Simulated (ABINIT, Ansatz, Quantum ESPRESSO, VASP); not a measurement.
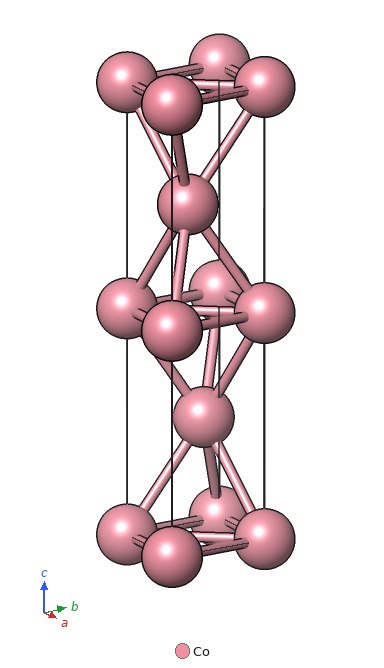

Co, double hexagonal close-packed (α-La type), space group P6₃/mmc (No. 194), a = 2.471 Å, b = 2.471 Å, c = 8.088 Å, α = 90.00°, β = 90.00°, γ = 120.00°. The crystal in a ball-and-stick representation, seen slightly off an axis. The conventional unit cell is drawn as a box. The cell is a structure listed in the Materials Project.

One fixed geometry in four programs or potential sets. Alike in all runs: functional PBE; k mesh 12 × 12 × 4 on the run's cell of 4 atoms; occupations fermi-dirac, width 0.05 eV; collinear spin, ferromagnetic start; no spin-orbit coupling. All runs are metallic.

```tsv
program	pressure (GPa)	net moment (μB per cell of 4)
VASP (PBE potentials, release 64 Co)	3.8	6.57
Quantum ESPRESSO (SSSP 1.3 efficiency)	4.7	6.74
ABINIT (JTH PAW PBE v2.0)	5.0	6.61
Ansatz LAPW (all-electron)	?	?
```

Estimate the row of Ansatz LAPW (all-electron).

A pressure of 4.6 GPa and a moment of 6.61 μB. The other rows span 3.8 to 5.0 GPa and 6.57 to 6.74 μB.

Is this cell larger or smaller than the equilibrium cell of this functional?

Smaller: all pressures given are positive (3.8 to 5.0 GPa), so its volume would grow.

Plane-wave pressures hold the error of each finite cutoff. Each run keeps the magnetic state that it reached from a ferromagnetic start.
